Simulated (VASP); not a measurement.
**Two runs on TiAl**

System: TiAl (Pm-3m, 2 atoms in the cell).
Method of run A: Kohn-Sham DFT of a periodic cell, PBEsol, VASP PAW PBE potentials, recommended, no spin polarisation (VASP 6.6.1).

The structure derives from a Materials Project entry. 

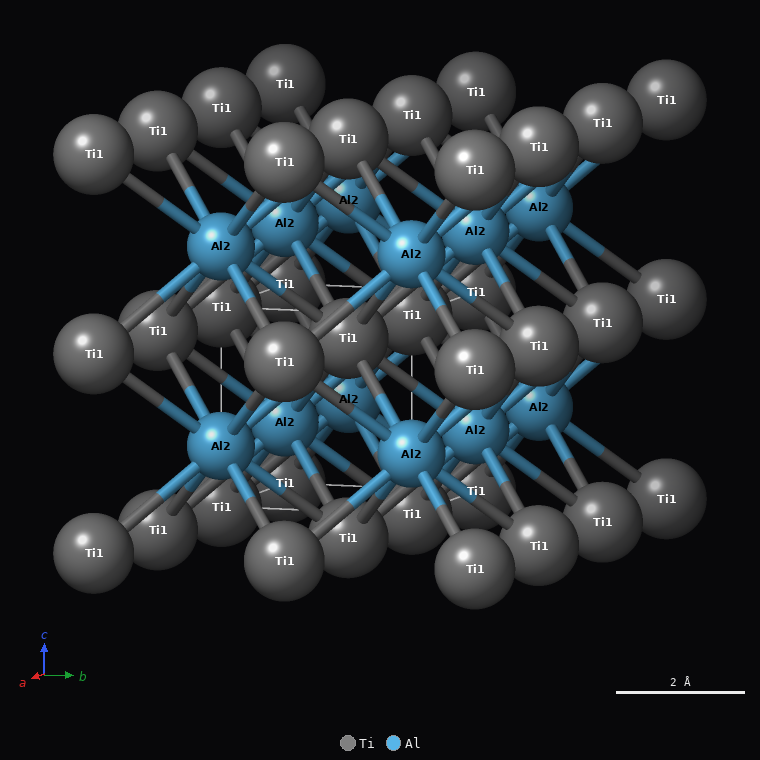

The input geometry (ball-and-stick view of the cell of the calculation, repeated 3 × 2 × 2, seen slightly off an axis; atoms are numbered from 1 in the order of the input). Near neighbours in the crystal (not all of them lie inside the picture): Ti has 8 Al at 2.73 Å; Al has 8 Ti at 2.73 Å.

## INCAR, run A
```
SYSTEM = TiAl
PREC = Accurate ; ENCUT = 700
EDIFF = 1E-6 ; ISMEAR = 0
SIGMA = 0.1 ; LREAL = .False.
LASPH = .True. ; NELM = 80
ALGO = Normal ; ISIF = 2
LWAVE = .False. ; LCHARG = .False.
GGA = PS ; NBANDS = 14
```

## KPOINTS, run A
```
Automatic mesh
0
Gamma
  14 14 14
  0 0 0
```

## POSCAR, run A
```
TiAl
1.0
    3.1564500000      0.0000000000      0.0000000000
    0.0000000000      3.1564500000      0.0000000000
    0.0000000000      0.0000000000      3.1564500000
Ti Al
1 1
Direct
    0.0000000000      0.0000000000      0.0000000000
    0.5000000000      0.5000000000      0.5000000000
```

Command:
```bash
cat potpaw_PBE.64/Ti_sv/POTCAR potpaw_PBE.64/Al/POTCAR > POTCAR
mpirun -np 1 vasp_std > vasp.out
```

Hardware: 1 thread of Intel Xeon (Granite Rapids), 64 GiB of memory available, shared host.

## OSZICAR and lines of OUTCAR (run A)
```
N       E                     dE             d eps       ncg     rms          rms(c)
DAV:   1     0.114105696474E+03    0.11411E+03   -0.84670E+03  3360   0.137E+03
DAV:   2    -0.815479938681E+01   -0.12226E+03   -0.11769E+03  3450   0.340E+02
DAV:   3    -0.144947583687E+02   -0.63400E+01   -0.61071E+01  5198   0.708E+01
DAV:   4    -0.146972119775E+02   -0.20245E+00   -0.20176E+00  3876   0.111E+01
DAV:   5    -0.147036187352E+02   -0.64068E-02   -0.64050E-02  4762   0.185E+00    0.104E+01
DAV:   6    -0.130482385683E+02    0.16554E+01   -0.51486E+00  3834   0.314E+01    0.281E+00
DAV:   7    -0.129880917395E+02    0.60147E-01   -0.39800E-01  3712   0.838E+00    0.180E+00
DAV:   8    -0.129776274038E+02    0.10464E-01   -0.53584E-02  4518   0.232E+00    0.541E-01
DAV:   9    -0.129753766506E+02    0.22508E-02   -0.94368E-03  3950   0.135E+00    0.179E-01
DAV:  10    -0.129755104224E+02   -0.13377E-03   -0.32558E-04  3730   0.203E-01    0.704E-02
DAV:  11    -0.129755077200E+02    0.27025E-05   -0.18365E-04  4816   0.139E-01    0.104E-02
DAV:  12    -0.129755074950E+02    0.22492E-06   -0.55518E-06  3742   0.236E-02
   1 F= -.12975507E+02 E0= -.12969478E+02  d E =-.120581E-01
[... from OUTCAR:]
  free energy    TOTEN  =       -12.97550750 eV
  energy without entropy =      -12.96344939  energy(sigma->0) =      -12.96947844
 E-fermi :   8.9080     XC(G=0): -11.2826     alpha+bet :-16.7377
  free  energy   TOTEN  =       -12.9755074950 eV
  energy  without entropy=      -12.9634493916  energy(sigma->0) =      -12.96947844
```

The input of run B differs as follows (lines with − go, lines with + come):
```diff
-PREC = Accurate ; ENCUT = 700
+PREC = Accurate ; ENCUT = 520
-GGA = PS ; NBANDS = 14
+METAGGA = R2SCAN ; LMIXTAU = .True.
+NBANDS = 14
```

What does this change do to the results?

The total energies belong to different methods, so their difference says nothing on which is more stable or more accurate. The pressure goes from −0.05 to 1.89 GPa. The functional changes from PBEsol to R2SCAN. The SCF takes 16 iterations against 12. The plane waves at Γ go from 1357.0 to 876.0. On the same kind of shared host run B took about 2.1 times as long.

## OSZICAR and lines of OUTCAR (run B)
```
N       E                     dE             d eps       ncg     rms          rms(c)
DAV:   1     0.957131389566E+02    0.95713E+02   -0.73017E+03  3360   0.113E+03
DAV:   2    -0.184714119014E+02   -0.11418E+03   -0.10996E+03  3474   0.312E+02
DAV:   3    -0.247400811288E+02   -0.62687E+01   -0.60625E+01  5194   0.683E+01
DAV:   4    -0.249361359215E+02   -0.19605E+00   -0.19349E+00  3822   0.108E+01
DAV:   5    -0.249438112980E+02   -0.76754E-02   -0.76707E-02  4872   0.202E+00    0.116E+01
DAV:   6    -0.204848978570E+02    0.44589E+01   -0.87651E+00  3958   0.454E+01    0.316E+00
DAV:   7    -0.202181159364E+02    0.26678E+00   -0.11330E+00  3640   0.142E+01    0.192E+00
DAV:   8    -0.201064413331E+02    0.11167E+00   -0.48600E-01  3780   0.743E+00    0.104E+00
DAV:   9    -0.202860422250E+02   -0.17960E+00   -0.11156E-01  3534   0.348E+00    0.515E-01
DAV:  10    -0.203135062468E+02   -0.27464E-01   -0.49300E-02  3564   0.293E+00    0.133E-01
DAV:  11    -0.203117011988E+02    0.18050E-02   -0.33258E-03  3852   0.700E-01    0.941E-02
DAV:  12    -0.203124492430E+02   -0.74804E-03   -0.29478E-03  3444   0.624E-01    0.494E-02
DAV:  13    -0.203129088996E+02   -0.45966E-03   -0.65568E-04  3490   0.366E-01    0.215E-02
DAV:  14    -0.203130200105E+02   -0.11111E-03   -0.24004E-04  3492   0.165E-01    0.897E-03
DAV:  15    -0.203130253546E+02   -0.53441E-05   -0.17794E-05  4158   0.628E-02    0.690E-03
DAV:  16    -0.203130252766E+02    0.78050E-07   -0.79437E-06  3858   0.367E-02
   1 F= -.20313025E+02 E0= -.20308065E+02  d E =-.992155E-02
[... from OUTCAR:]
  free energy    TOTEN  =       -20.31302528 eV
  energy without entropy =      -20.30310372  energy(sigma->0) =      -20.30806450
 E-fermi :   9.0821     XC(G=0): -11.9995     alpha+bet :-16.7377
  free  energy   TOTEN  =       -20.3130252766 eV
  energy  without entropy=      -20.3031037243  energy(sigma->0) =      -20.30806450
```

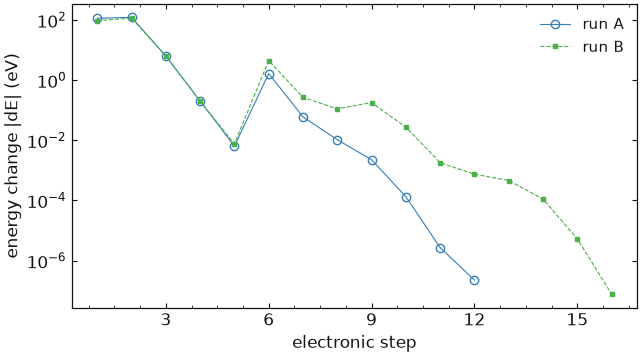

Convergence of the two runs: energy change |dE| against the electronic step. Run A takes 12 steps in all, and run B takes 16.

## The two runs side by side

```csv
quantity,run A,run B
outcome,converged,converged
free energy per atom (eV),−6.4878,−10.1565
"energy per atom, smearing taken to zero (eV)",−6.4847,−10.1540
gap on the mesh (eV),0.00,0.00
pressure (GPa),−0.05,1.89
largest force (eV/Å),0.000,0.000
SCF iterations,12,16
irreducible k-points,120,120
plane waves at Γ,1357,876
```
